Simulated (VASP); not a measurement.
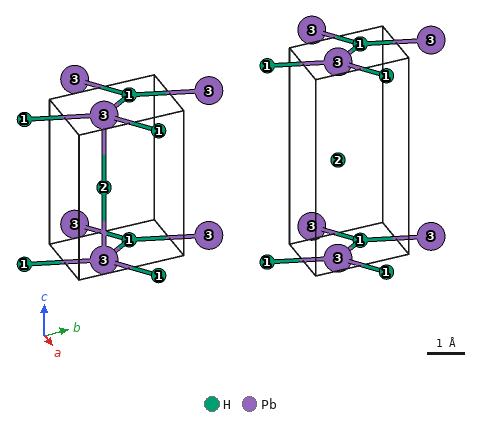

Two geometries of a crystal of H$_{2}$Pb (a generated structure, set up in P-6m2), drawn at one scale. One is the start of a relaxation, the other its converged end. Style: ball-and-stick. Shown: the cell of the calculation, from a free direction.

These are results of VASP, Kohn-Sham DFT of a periodic cell, TPSS, VASP PAW PBE potentials, recommended, not measurements. Set-up: plane-wave cutoff 600 eV; k-point mesh 9 × 9 × 5; occupations gaussian; smearing width 0.05 eV; no spin polarisation.

Which of the two is the end point?

Answer. The left one is the relaxed one. The run lets cell and atoms move. The energy falls by 522 meV per atom in 16 geometry steps. All forces vanish by symmetry, so only the cell relaxes. The pressure goes from 3.67 to 0.00 GPa. No atom moves by more than 0.005 Å relative to the cell. Cell: a = b 3.427 → 3.858 Å (+12.6 %), c 5.557 → 4.100 Å (−26.2 %). Volume −6.5 %. Near-neighbour distances that change, for instance: H2–Pb3 2.779 → 2.050 Å, H1–Pb3 1.979 → 2.227 Å. New bonds form: H2–Pb3 (2.78 → 2.05 Å). The space group stays P-6m2 (No. 187).
